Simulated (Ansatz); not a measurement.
Input file:

```
crystal:
  lattice:
    - [-2.06590889, 2.06590889, 4.08913398]
    - [2.06590889, -2.06590889, 4.08913398]
    - [2.06590889, 2.06590889, -4.08913398]
  atoms:
    - { symbol: Ti, position: [0.75, 0.25, 0.5] }
    - { symbol: Ti, position: [0.5, 0.5, 0.0] }
    - { symbol: Ti, position: [0.25, 0.75, 0.5] }
    - { symbol: O, position: [0.75588486, 0.75588486, 0.0] }
    - { symbol: O, position: [0.5, 0.0, 0.5] }
    - { symbol: O, position: [0.24411514, 0.24411514, 0.0] }
    - { symbol: O, position: [0.0, 0.5, 0.5] }
hamiltonian:
  xc: pbesol
  pseudopotentials: { kind: paw }
kpoints:
  mp_grid: { grid: [9, 9, 9] }
scf:
  occupations: { method: fermi_dirac, width: 0.05 }
output:
  forces: true
  stress: true
  eigenvalues: true
  write_density: true
  write_potential: true
  elf: true
  volumetric_format: npy
relax:
  f_tol: 0.01
  max_steps: 40
  cell: { stress_tol: 0.05, p_target: 2.0 }
```

Launched as:

```sh
ansatz run input.yaml --threads 4 --pin off --max-ram 11264MiB --backend cpu --events-out ev --progress --plain --runs-dir out
```

Below, planes, directions and counts refer to the conventional cell (a = 4.09 Å, b = 4.09 Å, c = 8.07 Å, α = 90.00°, β = 90.00°, γ = 90.00°).

The fields are those of the run's last geometry, not of the input's.

Space group I4/mmm; a structure from a database of computed crystals, not necessarily the ambient phase.

These are results of Ansatz, Kohn-Sham DFT of a periodic cell, PBEsol, Ansatz PAW, not measurements.

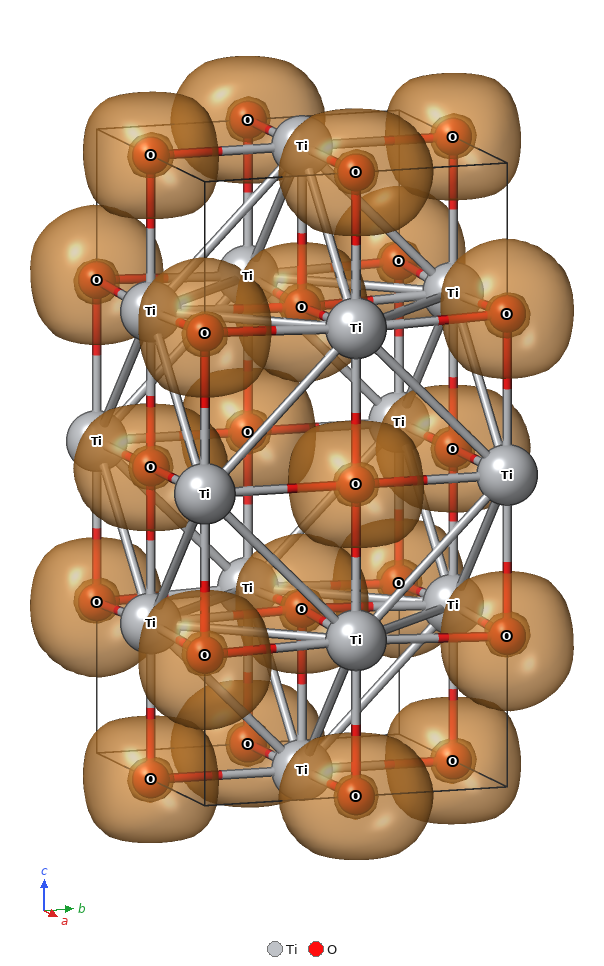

Ti3O4. Isosurface of the electron localisation function at 0.6 (orange), seen slightly off an axis. Only the valence region is drawn (cores and ρ < 0.01 e/Å³ removed). Sticks mark near contacts.

What do the ELF domains correspond to?

At this value the surface marks out eight regions wrapped around O (the valence shell of each), counted in one cell of 14 atoms. Any copies at cell faces, edges or corners count once. Profiles from the grid: Ti–O (2.02 Å): the ELF peaks at about 0.80 in the valence shell of O, 0.6 Å from its nucleus, and is about 0.15 at the midpoint: no localised pair shows between them. Ti–Ti (2.87 Å): the ELF is about 0.15 at the midpoint (no localised pair shows between them).

Metal or insulator at this level of theory?

It is gapless in this calculation (a metal or semimetal); semilocal functionals without U, or without the true magnetic order, often close the gap of such compounds.
